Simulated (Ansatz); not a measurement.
Single-point calculation, with input and output: InP (part 2 of 2)

Continued. System: InP (slab, 16 atoms in the cell). Method: DFT PBE+D3(BJ), scalar-relativistic, plane waves, PAW, no spin polarisation (Ansatz 0.2.0); cutoff 420 eV, 2×2×1 k-mesh, Gaussian smearing of 0.05 eV. The structure derives from an entry of the Crystallography Open Database. It belongs to a series of runs on one base structure; here: the slab at its places in the relaxed adsorbed structure.

Geometry of the input (Å; fractional positions):
```
8.3348  0.0000  0.0000
-4.1674  7.2181  0.0000
0.0000  0.0000  26.5536
P  0.5000  0.0000  0.3013
P  0.5000  0.5000  0.3013
P  0.0000  0.0000  0.3013
P  0.0000  0.5000  0.3013
In 0.1667  0.8333  0.3333
In 0.1667  0.3333  0.3333
In 0.6667  0.8333  0.3333
In 0.6667  0.3333  0.3333
P  0.6454  0.8240  0.4349
P  0.6681  0.3350  0.4365
P  0.1771  0.8213  0.4344
P  0.1800  0.3577  0.4371
In 0.3375  0.6743  0.4885
In 0.3233  0.1602  0.4491
In 0.8388  0.6794  0.4547
In 0.8398  0.1625  0.4488
```

### Output, continued
```
  k-point 0: bands = ["-16.8785", "-16.8598", "-16.8455", "-16.8284", "-16.7470", "-16.7425", "-16.7261", "-16.7233", "-16.7023", "-16.6957", "-16.6732", "-16.6605", "-16.6597", "-16.6443", "-16.5915", "-16.1028", "-16.0994", "-15.9954", "-15.9924", "-15.9909", "-15.7929", "-15.7915", "-15.7907", "-15.7622", "-15.6871", "-15.6744", "-15.6720", "-15.6660", "-15.6566", "-15.6521", "-15.6408", "-15.6360", "-15.5890", "-15.5834", "-15.5777", "-15.5685", "-15.5647", "-15.5296", "-15.5248", "-15.5247", "-13.0609", "-11.7755", "-11.7543", "-11.7133", "-11.6894", "-10.5021", "-10.4624", "-10.4467", "-7.9173", "-7.9009", "-7.6561", "-6.8930", "-6.8752", "-6.8428", "-6.1115", "-4.3752", "-4.2013", "-4.1424", "-4.0725", "-4.0358", "-3.9423", "-3.5360", "-2.9252", "-2.9146", "-2.8585", "-2.8522", "-2.8413", "-2.5808", "-2.3991", "-2.3649", "-1.6838", "-1.6832", "-1.6784", "-1.1490", "-0.7014", "-0.5203", "-0.4323", "-0.3461", "-0.2171", "0.3513", "0.3753", "0.6882", "0.7121", "0.9469", "1.7113", "1.7948", "1.8391", "2.0444"]
  k-point 1: bands = ["-16.8730", "-16.8454", "-16.8368", "-16.8215", "-16.7547", "-16.7488", "-16.7338", "-16.7216", "-16.7053", "-16.6879", "-16.6760", "-16.6626", "-16.6551", "-16.6489", "-16.6088", "-16.1032", "-16.0980", "-15.9960", "-15.9927", "-15.9909", "-15.7781", "-15.7746", "-15.7734", "-15.7587", "-15.6907", "-15.6875", "-15.6724", "-15.6625", "-15.6588", "-15.6575", "-15.6461", "-15.6414", "-15.5855", "-15.5812", "-15.5702", "-15.5658", "-15.5623", "-15.5475", "-15.5389", "-15.5354", "-12.5588", "-12.5251", "-11.8045", "-11.7417", "-11.2162", "-11.1765", "-10.5044", "-10.4529", "-7.6246", "-7.4221", "-6.6141", "-6.5749", "-6.4980", "-6.2137", "-5.6747", "-5.2900", "-5.1692", "-5.0190", "-4.1745", "-4.1000", "-4.0777", "-3.9211", "-3.9070", "-3.8137", "-3.7085", "-3.4923", "-2.7104", "-2.3692", "-2.3672", "-2.3264", "-2.1170", "-1.9968", "-1.6972", "-0.6708", "-0.4329", "-0.2678", "0.2468", "0.2832", "0.9616", "1.1224", "1.3708", "1.5343", "1.5470", "1.7524", "2.1615", "2.3143", "2.4326", "2.5470"]
  k-point 2: bands = ["-16.8674", "-16.8562", "-16.8309", "-16.8195", "-16.7548", "-16.7471", "-16.7379", "-16.7200", "-16.7055", "-16.6843", "-16.6771", "-16.6678", "-16.6599", "-16.6448", "-16.6065", "-16.1021", "-16.0997", "-15.9958", "-15.9929", "-15.9911", "-15.7772", "-15.7767", "-15.7674", "-15.7638", "-15.6936", "-15.6870", "-15.6697", "-15.6623", "-15.6587", "-15.6540", "-15.6461", "-15.6453", "-15.5830", "-15.5787", "-15.5743", "-15.5727", "-15.5556", "-15.5450", "-15.5405", "-15.5366", "-12.5843", "-12.4919", "-11.7816", "-11.7751", "-11.2066", "-11.1871", "-10.4908", "-10.4651", "-7.6129", "-7.4480", "-6.6007", "-6.5646", "-6.4400", "-6.2878", "-5.6038", "-5.3461", "-5.1601", "-5.0204", "-4.1994", "-4.1004", "-4.0417", "-3.9138", "-3.9095", "-3.8757", "-3.6882", "-3.4884", "-2.6869", "-2.3976", "-2.3571", "-2.3369", "-2.0976", "-2.0147", "-1.6958", "-0.7041", "-0.3345", "-0.2759", "0.1423", "0.2865", "0.9842", "1.1275", "1.3476", "1.5583", "1.6365", "1.7534", "2.1224", "2.3043", "2.3985", "2.5177"]
  k-point 3: bands = ["-16.8661", "-16.8563", "-16.8316", "-16.8192", "-16.7550", "-16.7478", "-16.7396", "-16.7182", "-16.7054", "-16.6824", "-16.6783", "-16.6689", "-16.6604", "-16.6444", "-16.6059", "-16.1027", "-16.0990", "-15.9957", "-15.9929", "-15.9911", "-15.7772", "-15.7766", "-15.7674", "-15.7640", "-15.6931", "-15.6874", "-15.6697", "-15.6619", "-15.6587", "-15.6539", "-15.6464", "-15.6455", "-15.5828", "-15.5787", "-15.5741", "-15.5733", "-15.5552", "-15.5452", "-15.5404", "-15.5367", "-12.5829", "-12.4930", "-11.7826", "-11.7746", "-11.2058", "-11.1878", "-10.4883", "-10.4677", "-7.6008", "-7.4596", "-6.5944", "-6.5677", "-6.4332", "-6.2968", "-5.5998", "-5.3511", "-5.1671", "-5.0149", "-4.2016", "-4.1000", "-4.0417", "-3.9149", "-3.9099", "-3.8729", "-3.6790", "-3.4973", "-2.6891", "-2.3948", "-2.3565", "-2.3377", "-2.0953", "-2.0192", "-1.6998", "-0.6950", "-0.3115", "-0.2985", "0.1350", "0.2928", "0.9910", "1.1288", "1.3462", "1.5678", "1.6450", "1.7359", "2.1212", "2.3114", "2.3872", "2.5190"]
```

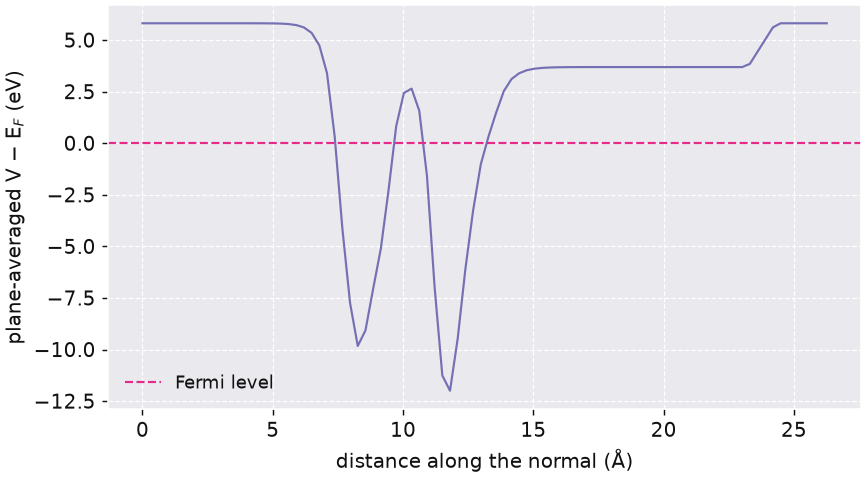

*Plane average of the electrostatic potential energy of an electron across the cell, from the Fermi level.*

The vacuum level lies 3.69 eV above the Fermi level on the upper side and 5.81 eV on the lower.

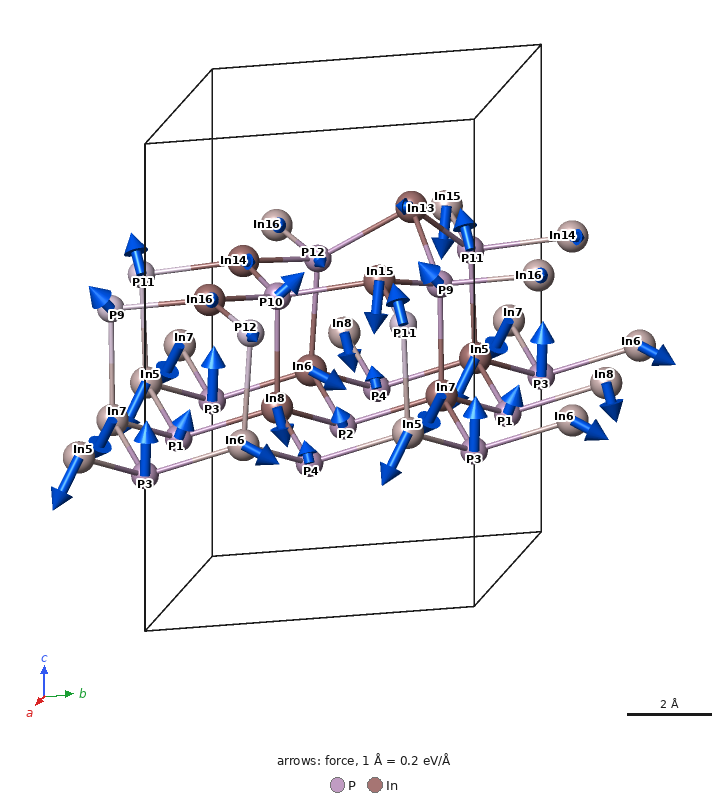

*Forces on the atoms as blue arrows (ball-and-stick view of the cell of the calculation, with the vacuum cut short, seen slightly off an axis; neighbours outside the cell are drawn fainter; atoms are numbered from 1 in the order of the input).*

The largest act on In5 (0.29 eV/Å); P3 (0.27 eV/Å); In7 (0.27 eV/Å); In15 (0.26 eV/Å), among others. The geometry is not a stationary point of this energy.

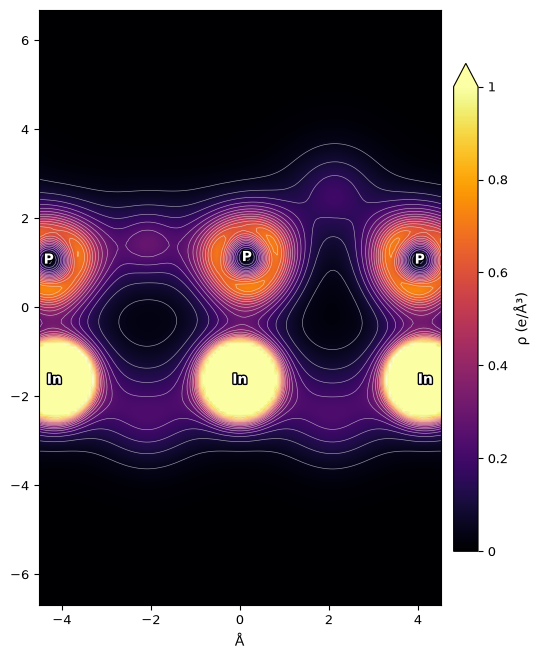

*Valence pseudo-density on the (11̄0) plane of the calculation cell, a cut from vacuum to vacuum.*

In–P (2.70 Å): the density is about 0.32 e/Å³ at the midpoint. In–P (2.76 Å): ρ at the midpoint is about 0.29 e/Å³. The density dies away to nearly zero in the vacuum. Core electrons are frozen (PAW), so the fields are smoothed inside the atomic spheres.

### Results in brief

- outcome: converged
- electrons treated: 144
- free energy: −50828.5784 eV
- work function, top face: 3.69 eV
- work function, bottom face: 5.81 eV
- Fermi energy: −1.705 eV
- gap on the k-point mesh: none (metallic)
- work function (upper face): 3.69 eV
- largest force (length of the vector): 0.286 eV/Å
- wall time: 13 s (CPU time 48 s)
- peak memory: 3.2 GiB
